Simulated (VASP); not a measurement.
**Quasiparticle energies of GaN in VASP**

Aim: the quasiparticle gap of GaN, and what it costs to get it. The cell is of the zinc-blende type, one of the forms listed for this formula. The start is a computed cell from the Materials Project.

Main program and level: VASP 6.6.1; PBE; plane waves and PAW (Ga_d_GW, N_GW), in the first sound run; inputs show where later runs differ.

### 1. The starting structure

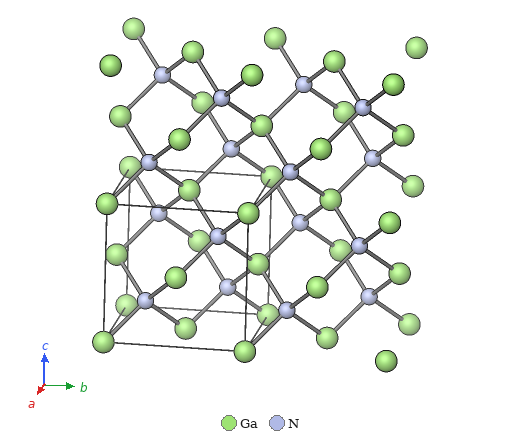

Start, viewed slightly off an axis; gallium green, nitrogen light blue. 1×2×2 cells are drawn. This picture shows the conventional cell, with its axes. Bonds to atoms that aren't drawn are left out. Some periodic images of atoms are drawn too.

### 2. Empty bands

ALGO = Exact makes the empty bands from the converged ground state in one step. LOPTICS writes the k-derivatives of the orbitals (WAVEDER), which give the long-wavelength limit of the screening.

Contents of INCAR:

```
SYSTEM = GaN
PREC = Accurate
ENCUT = 450
ISMEAR = 0
SIGMA = 0.01
LREAL = .FALSE.
GGA = PE
NBANDS = 40
ALGO = Exact
NELM = 1
LWAVE = .TRUE.
LCHARG = .FALSE.
LOPTICS = .TRUE.
NEDOS = 1000
CSHIFT = 0.1
```

Contents of POSCAR:

```
GaN
1.0
    0.0000000000      2.2535006075      2.2535006075
    2.2535006075      0.0000000000      2.2535006075
    2.2535006075      2.2535006075      0.0000000000
Ga N
1 1
Direct
    0.0000000000      0.0000000000      0.0000000000
    0.2500000000      0.2500000000      0.2500000000
```

Contents of KPOINTS:

```
Automatic mesh
0
Gamma
4 4 4
0 0 0
```

The projector-augmented-wave data sets are Ga_d_GW and N_GW (PBE family, release 64).

Run with:

```
> mpirun -np 8 vasp_std
```

The program printed:

```text
[banner, memory and clock lines left out]
running    8 mpi-ranks, on    1 nodes
 distrk:  each k-point on    8 cores,    1 groups
 distr:  one band on    1 cores,    8 groups

 POSCAR found type information on POSCAR GaN
 POSCAR found :  2 types and       2 ions
|                                                                             |
|           W    W    AA    RRRRR   N    N  II  N    N   GGGG   !!!           |
|           W    W   A  A   R    R  NN   N  II  NN   N  G    G  !!!           |
|           W    W  A    A  R    R  N N  N  II  N N  N  G       !!!           |
|           W WW W  AAAAAA  RRRRR   N  N N  II  N  N N  G  GGG   !            |
|           WW  WW  A    A  R   R   N   NN  II  N   NN  G    G                |
|           W    W  A    A  R    R  N    N  II  N    N   GGGG   !!!           |
|                                                                             |
|     For optimal performance we recommend to set                             |
|       NCORE = 2 up to number-of-cores-per-socket                            |
|     NCORE specifies how many cores store one orbital (NPAR=cpu/NCORE).      |
|     This setting can greatly improve the performance of VASP for DFT.       |
|     The default, NCORE=1 might be grossly inefficient on modern             |
|     multi-core architectures or massively parallel machines. Do your        |
|     Unfortunately you need to use the default for GW and RPA                |
|     calculations (for HF NCORE is supported but not extensively tested      |
|     yet).                                                                   |
|                                                                             |

 LDA part: xc-table for (Slater+PW92), standard interpolation
 found WAVECAR, reading the header
  number of bands has changed, file:    15 present:    40
  trying to continue reading WAVECAR, but it might fail
 POSCAR, INCAR and KPOINTS ok, starting setup
 FFT: planning ... GRIDC
 FFT: planning ... GRID_SOFT
 FFT: planning ... GRID
 reading WAVECAR
 random initialization beyond band           15
 the WAVECAR file was read successfully
 initial charge from wavefunction
 entering main loop
       N       E                     dE             d eps       ncg     rms          rms(c)
DIA:   1    -0.120669973523E+02   -0.12067E+02    0.00000E+00     0   0.000E+00
   1 F= -.12066997E+02 E0= -.12066997E+02  d E =-.421083E-11
 writing wavefunctions
 optical routines
 imaginary and real dielectric function
 recalculating local potential from charge density
 direction            1
 direction            2
 direction            3
```

Elapsed: 2 s, on 8 MPI ranks of AMD EPYC 7R43, shared host; peak memory 0.68 GiB.

Lines that name or quote the potential files are left out of all logs, and their timing lines are given in words.

From OUTCAR (step 2):

```text
ion  position               nearest neighbor table
   1  0.000  0.000  0.000-   2 1.95   2 1.95   2 1.95   2 1.95
   2  0.250  0.250  0.250-   1 1.95   1 1.95   1 1.95   1 1.95

  LATTYP: Found a face centered cubic cell.
 ALAT       =     4.5070012150

 Subroutine GETGRP returns: Found 24 space group operations
 (whereof 24 operations were pure point group operations)

The static configuration has the point symmetry T_d .

 Found      8 irreducible k-points:

   k-points           NKPTS =      8   k-points in BZ     NKDIM =      8   number of bands    NBANDS=     40

   dimension x,y,z NGX =    24 NGY =   24 NGZ =   24
   dimension x,y,z NGXF=    48 NGYF=   48 NGZF=   48

   ENCUT  =  450.0 eV  33.07 Ry    5.75 a.u.   5.51  5.51  5.51*2*pi/ulx,y,z

   NELECT =      18.0000    total number of electrons

 k-points in reciprocal lattice and weights: Automatic mesh
   0.00000000  0.00000000  0.00000000       0.016
   0.25000000  0.00000000  0.00000000       0.125
   0.50000000  0.00000000  0.00000000       0.062
   0.25000000  0.25000000  0.00000000       0.094
   0.50000000  0.25000000  0.00000000       0.375
  -0.25000000  0.25000000  0.00000000       0.188
   0.50000000  0.50000000  0.00000000       0.047
  -0.25000000  0.50000000  0.25000000       0.094

 average (electrostatic) potential at core
       1 -63.7305       2 -61.3268

 E-fermi :   5.1830

 k-point     1 :       0.0000    0.0000    0.0000
  band No.  band energies     occupation
    ...
      5      -8.0792      2.00000
      6      -8.0792      2.00000
      7       5.1406      2.00000
      8       5.1406      2.00000
      9       5.1406      2.00000
     10       6.8453      0.00000
     11      15.3934      0.00000
     12      15.3934      0.00000
     13      15.3934      0.00000
     14      22.7284      0.00000
    ...

 k-point     2 :       0.2500    0.0000    0.0000
  band No.  band energies     occupation
    ...
      5      -8.0743      2.00000
      6      -8.0177      2.00000
      7       1.2679      2.00000
      8       4.6193      2.00000
      9       4.6193      2.00000
     10       9.1848      0.00000
     11      13.8967      0.00000
     12      15.8510      0.00000
     13      15.8510      0.00000
     14      21.1041      0.00000
    ...

 k-point     3 :       0.5000    0.0000    0.0000
  band No.  band energies     occupation
    ...
      5      -8.0321      2.00000
      6      -6.8008      2.00000
      7      -1.9214      2.00000
      8       4.1709      2.00000
      9       4.1709      2.00000
     10       9.7499      0.00000
     11      13.8566      0.00000
     12      15.4497      0.00000
     13      15.4497      0.00000
     14      20.7385      0.00000
    ...

  Total        0.4985479      0.4985479      0.4985479      0.0000000      0.0000000      0.0000000
  in kB       34.8991170     34.8991170     34.8991170      0.0000000      0.0000000      0.0000000
  external PRESSURE =      34.8991170 kB  Pullay stress =       0.0000000 kB

  energy-cutoff  :      450.00
  volume of cell :       22.89
      direct lattice vectors                 reciprocal lattice vectors
     0.000000000  2.253500607  2.253500607    -0.221877020  0.221877020  0.221877020
     2.253500607  0.000000000  2.253500607     0.221877020 -0.221877020  0.221877020
     2.253500607  2.253500607  0.000000000     0.221877020  0.221877020 -0.221877020

 POSITION                                       TOTAL-FORCE (eV/Angst)
 -----------------------------------------------------------------------------------
      0.00000      0.00000      0.00000         0.000000      0.000000      0.000000
      1.12675      1.12675      1.12675        -0.000000     -0.000000     -0.000000
 -----------------------------------------------------------------------------------
    total drift:                                0.000016      0.000016      0.000016

  FREE ENERGIE OF THE ION-ELECTRON SYSTEM (eV)
  ---------------------------------------------------
  free  energy   TOTEN  =       -12.0669973523 eV

  energy  without entropy=      -12.0669973523  energy(sigma->0) =      -12.06699735

 plasma frequency squared (from intraband transitions) (eV^2)
  --------------------------------------------------------------------------------------
       0.000       0.000       0.000
       0.000       0.000      -0.000
       0.000      -0.000       0.000

[... 3 further parts left out ...]
```

WAVECAR now holds 40 bands for 18 electrons. Its independent-particle dielectric tensor has xx, yy, zz = 10.4, 10.4, 10.4 on this mesh, which isn't tested for convergence in mesh or bands and lacks local fields.

### 3. G0W0, ENCUTGW 80, bands in the sums 40

This step: G0W0 on PBE; plane waves and PAW (Ga_d_GW, N_GW) (VASP 6.6.1).

One pass of GW corrects the levels to first order, with G and W from the starting orbitals.

Contents of INCAR:

```
SYSTEM = GaN
PREC = Accurate
ENCUT = 450
ISMEAR = 0
SIGMA = 0.01
LREAL = .FALSE.
GGA = PE
NBANDS = 40
ALGO = EVGW0
NELMGW = 1
ENCUTGW = 80
NOMEGA = 64
PRECFOCK = Fast
NBANDSGW = 24
LWAVE = .FALSE.
LCHARG = .FALSE.
```

POSCAR is that of step 2.

KPOINTS is that of step 2.

Run with:

```
> mpirun -np 8 vasp_std
```

The program printed:

```text
[banner, memory and clock lines left out]
running    8 mpi-ranks, on    1 nodes
 distrk:  each k-point on    8 cores,    1 groups
 distr:  one band on    1 cores,    8 groups

 POSCAR found type information on POSCAR GaN
 POSCAR found :  2 types and       2 ions
 [... a notice as in an earlier step ...]

|                                                                             |
|           W    W    AA    RRRRR   N    N  II  N    N   GGGG   !!!           |
|           W    W   A  A   R    R  NN   N  II  NN   N  G    G  !!!           |
|           W    W  A    A  R    R  N N  N  II  N N  N  G       !!!           |
|           W WW W  AAAAAA  RRRRR   N  N N  II  N  N N  G  GGG   !            |
|           WW  WW  A    A  R   R   N   NN  II  N   NN  G    G                |
|           W    W  A    A  R    R  N    N  II  N    N   GGGG   !!!           |
|                                                                             |
|     The default for ENCUTGWSOFT is different in this version of VASP.       |
|     please manually set ENCUTGWSOFT =80 in the INCAR file.                  |
|                                                                             |

 LDA part: xc-table for (Slater+PW92), standard interpolation
 found WAVECAR, reading the header
 POSCAR, INCAR and KPOINTS ok, starting setup
 FFT: planning ... GRIDC
 FFT: planning ... GRID_SOFT
 FFT: planning ... GRID
 reading WAVECAR
 the WAVECAR file was read successfully
 initial charge from wavefunction
 available memory per node:     86.61 GB, setting MAXMEM to     88686

 The Fermi energy was updated, please check that it is located mid-gap
 values below the HOMO (VB) or above the LUMO (CB) will cause erroneous energies
 E-fermi :   5.9930

 calculate exact exchange contribution
 the WAVEDER file was read successfully
energies w=
    0.000    0.000    0.557    0.000    1.114    0.000    1.667    0.000
    2.217    0.000    2.763    0.000    3.302    0.000    3.836    0.000
    4.363    0.000    4.883    0.000    5.395    0.000    5.901    0.000
    6.400    0.000    6.891    0.000    7.377    0.000    7.857    0.000
    8.332    0.000    8.803    0.000    9.270    0.000    9.735    0.000
   10.198    0.000   10.660    0.000   11.122    0.000   11.586    0.000
   12.052    0.000   12.522    0.000   12.997    0.000   13.479    0.000
   13.968    0.000   14.466    0.000   14.976    0.000   15.499    0.000
   16.037    0.000   16.592    0.000   17.168    0.000   17.766    0.000
   18.390    0.000   19.044    0.000   19.732    0.000   20.458    0.000
   21.229    0.000   22.050    0.000   22.930    0.000   23.876    0.000
   24.901    0.000   26.016    0.000   27.237    0.000   28.582    0.000
   30.075    0.000   31.746    0.000   33.630    0.000   35.775    0.000
   38.242    0.000   41.112    0.000   44.497    0.000   48.550    0.000
   53.490    0.000   59.645    0.000   67.520    0.000   77.947    0.000
   92.383    0.000  113.658    0.000  148.065    0.000  213.010    0.000
 responsefunction array rank=      48
 LDA part: xc-table for (Slater+PW92), standard interpolation

 min. memory requirement per mpi rank     56.5 MB, per node    451.6 MB

 allocating   8 responsefunctions rank=    48
 shmem allocating  64 responsefunctions rank=    48
 response function shared by NCSHMEM nodes    1
 Doing            8  frequencies on each core in blocks of           64
NQ=   1    0.0000    0.0000    0.0000,
|.........|.........|.........|.........|.........|.........|.........|.........
 performed         51000 updates of chi_q(r,r)
 total number of BLAS operations          0.30 Gflops
NQ=   2    0.2500    0.0000    0.0000,
|.........|.........|.........|.........|.........|.........|.........|.........
 performed        155000 updates of chi_q(r,r)
 total number of BLAS operations          1.64 Gflops
NQ=   3    0.5000    0.0000    0.0000,
|.........|.........|.........|.........|.........|.........|.........|.........
 performed        244000 updates of chi_q(r,r)
 total number of BLAS operations          2.78 Gflops
NQ=   4    0.2500    0.2500    0.0000,
|.........|.........|.........|.........|.........|.........|.........|.........
 performed        348000 updates of chi_q(r,r)
 total number of BLAS operations          4.34 Gflops
NQ=   5    0.5000    0.2500    0.0000,
|.........|.........|.........|.........|.........|.........|.........|.........
 performed        495000 updates of chi_q(r,r)
 total number of BLAS operations          5.95 Gflops
NQ=   6   -0.2500    0.2500    0.0000,
|.........|.........|.........|.........|.........|.........|.........|.........
 performed        626000 updates of chi_q(r,r)
 total number of BLAS operations          7.47 Gflops
NQ=   7    0.5000    0.5000    0.0000,
|.........|.........|.........|.........|.........|.........|.........|.........
 performed        703000 updates of chi_q(r,r)
 total number of BLAS operations          8.47 Gflops
NQ=   8   -0.2500    0.5000    0.2500,
|.........|.........|.........|.........|.........|.........|.........|.........
 performed        803000 updates of chi_q(r,r)
 total number of BLAS operations          9.29 Gflops
 resolving degeneracies of screened two electron integrals

 calculate QP shifts <psi_nk| G(iteration)W_0 |psi_nk>: iteration 1
 entering main loop
```

The job ended after 9.2 s (8 MPI ranks; peak memory 0.79 GiB; 68 s of CPU time).

OUTCAR, selected parts (step 3):

```text
The static configuration has the point symmetry T_d .

 Found      8 irreducible k-points:

   k-points           NKPTS =      8   k-points in BZ     NKDIM =     64   number of bands    NBANDS=     40

   NELECT =      18.0000    total number of electrons

 E-fermi :   5.9930

 QP shifts <psi_nk| G(iteration)W_0 |psi_nk>: iteration 1
 for sc-GW calculations column KS-energies equals QP-energies in previous step
 and V_xc(KS)=  KS-energies - (<T + V_ion + V_H > + <T+V_H+V_ion>^1  + <V_x>^1)
 k-point   1 :       0.0000    0.0000    0.0000
  band No.  KS-energies  QP-energies   sigma(KS)   V_xc(KS)     V^pw_x(r,r')   Z            occupation Imag(sigma)
    ...
      6      -8.0792     -11.6753     -26.7725     -21.8068     -35.1914       0.7242       2.0000       0.1537
      7       5.1406       4.9819     -17.9396     -17.7294     -21.5295       0.7550       2.0000       0.0788
      8       5.1406       4.9819     -17.9396     -17.7294     -21.5295       0.7550       2.0000       0.0788
      9       5.1406       4.9819     -17.9396     -17.7294     -21.5295       0.7550       2.0000       0.0788
     10       6.8453       7.6280     -12.3496     -13.3575      -8.7499       0.7766       0.0000      -0.0678
     11      15.3934      16.3394     -10.1971     -11.4239      -5.3195       0.7711       0.0000      -0.1138
     12      15.3934      16.3394     -10.1971     -11.4239      -5.3195       0.7711       0.0000      -0.1138
     13      15.3934      16.3394     -10.1971     -11.4239      -5.3195       0.7711       0.0000      -0.1138
    ...

 k-point   2 :       0.2500    0.0000    0.0000
  band No.  KS-energies  QP-energies   sigma(KS)   V_xc(KS)     V^pw_x(r,r')   Z            occupation Imag(sigma)
    ...
      6      -8.0177     -11.0952     -24.7193     -20.4368     -33.0106       0.7186       2.0000       0.3053
      7       1.2679       0.7006     -15.9262     -15.1516     -19.9361       0.7325       2.0000       0.1211
      8       4.6193       4.4073     -17.5034     -17.2217     -21.1445       0.7526       2.0000       0.0819
      9       4.6193       4.4073     -17.5034     -17.2217     -21.1445       0.7526       2.0000       0.0819
     10       9.1848      10.1394     -12.4450     -13.6880      -8.5462       0.7679       0.0000      -0.0769
     11      13.8967      14.9428     -11.4396     -12.8257      -6.6529       0.7547       0.0000      -0.1158
     12      15.8510      16.7773     -10.4484     -11.6619      -5.4303       0.7633       0.0000      -0.1357
     13      15.8510      16.7773     -10.4484     -11.6619      -5.4303       0.7633       0.0000      -0.1357
    ...

 k-point   3 :       0.5000    0.0000    0.0000
  band No.  KS-energies  QP-energies   sigma(KS)   V_xc(KS)     V^pw_x(r,r')   Z            occupation Imag(sigma)
    ...
      6      -6.8008      -9.2621     -23.3419     -19.9090     -31.4122       0.7170       2.0000       0.3867
      7      -1.9214      -2.5584     -13.8697     -12.9728     -18.6141       0.7102       2.0000       0.2659
      8       4.1709       3.9210     -17.1826     -16.8498     -20.8972       0.7513       2.0000       0.0861
      9       4.1709       3.9210     -17.1826     -16.8498     -20.8972       0.7513       2.0000       0.0861
     10       9.7499      10.6658     -11.3818     -12.5594      -7.2095       0.7777       0.0000      -0.0785
     11      13.8566      14.9216     -12.6353     -14.0994      -7.5298       0.7274       0.0000      -0.1413
     12      15.4497      16.2403     -10.3420     -11.3706      -5.4401       0.7687       0.0000      -0.1287
     13      15.4497      16.2403     -10.3420     -11.3706      -5.4401       0.7687       0.0000      -0.1287
    ...

[... 7 parts as in an earlier step ...]

[... 5 further parts left out ...]
```

Numbers from this step:

* quasiparticle gap on the mesh: 2.646 eV
* smallest direct quasiparticle gap on the mesh: 2.646 eV
* gap of the starting orbitals on the mesh: 1.705 eV

GW takes the gap from 1.705 to 2.646 eV. Spin-orbit coupling is left out. The value holds for 40 bands, ENCUTGW = 80 eV and this mesh, and isn't shown to be converged in them.

### 4. Empty bands

This step: PBE; plane waves and PAW (Ga_d_GW, N_GW) (VASP 6.6.1).

The empty bands are made again, for the run that follows.

Contents of INCAR:

```
SYSTEM = GaN
PREC = Accurate
ENCUT = 450
ISMEAR = 0
SIGMA = 0.01
LREAL = .FALSE.
GGA = PE
NBANDS = 56
ALGO = Exact
NELM = 1
LWAVE = .TRUE.
LCHARG = .FALSE.
LOPTICS = .TRUE.
NEDOS = 1000
CSHIFT = 0.1
```

POSCAR is that of step 3.

KPOINTS is that of step 3.

Run with:

```
> mpirun -np 8 vasp_std
```

The program printed:

```text
[banner, memory and clock lines left out]
running    8 mpi-ranks, on    1 nodes
[...]
[... a notice as in an earlier step ...]

 LDA part: xc-table for (Slater+PW92), standard interpolation
 found WAVECAR, reading the header
  number of bands has changed, file:    15 present:    56
  trying to continue reading WAVECAR, but it might fail
 POSCAR, INCAR and KPOINTS ok, starting setup
[...]
reading WAVECAR
 random initialization beyond band           15
 the WAVECAR file was read successfully
 initial charge from wavefunction
 entering main loop
       N       E                     dE             d eps       ncg     rms          rms(c)
DIA:   1    -0.120669973520E+02   -0.12067E+02    0.00000E+00     0   0.000E+00
   1 F= -.12066997E+02 E0= -.12066997E+02  d E =-.199905E-11
 writing wavefunctions
 optical routines
 imaginary and real dielectric function
 recalculating local potential from charge density
 direction            1
 direction            2
 direction            3
```

Elapsed: 2 s, on 8 MPI ranks; peak memory 0.63 GiB; 10 s of CPU time.

OUTCAR, selected parts (step 4):

```text
  Total        0.4985479      0.4985479      0.4985479      0.0000000      0.0000000      0.0000000
  in kB       34.8991168     34.8991168     34.8991168      0.0000000      0.0000000      0.0000000
  external PRESSURE =      34.8991168 kB  Pullay stress =       0.0000000 kB

 POSITION                                       TOTAL-FORCE (eV/Angst)
 -----------------------------------------------------------------------------------
      0.00000      0.00000      0.00000        -0.000000     -0.000000      0.000000
      1.12675      1.12675      1.12675         0.000000      0.000000     -0.000000
 -----------------------------------------------------------------------------------
    total drift:                                0.000016      0.000016      0.000016

  FREE ENERGIE OF THE ION-ELECTRON SYSTEM (eV)
  ---------------------------------------------------
  free  energy   TOTEN  =       -12.0669973520 eV

  energy  without entropy=      -12.0669973520  energy(sigma->0) =      -12.06699735

[... 1 part as in an earlier step ...]

[... 2 further parts left out ...]
[key lines of the parts left out:]
E-fermi :   5.1838
```

WAVECAR now holds 56 bands for 18 electrons.

[end of part 1 of 4]

[Lines on the potential files, build, host, timing and source positions are cut from VASP's logs without a mark.]

[Logs are printed without paths, hosts, clocks, repeated set-up lines and the standing remarks that a program may print on its own settings, such as how far it seeks lower states.]

[Hosts, paths, dates, database ids (printed as entryN), source tags and the programs' standing remarks are cut or masked in the printed files.]

[Pressures printed for these runs are not shown converged in the cutoff: they can be off by several GPa and have the wrong sign.]
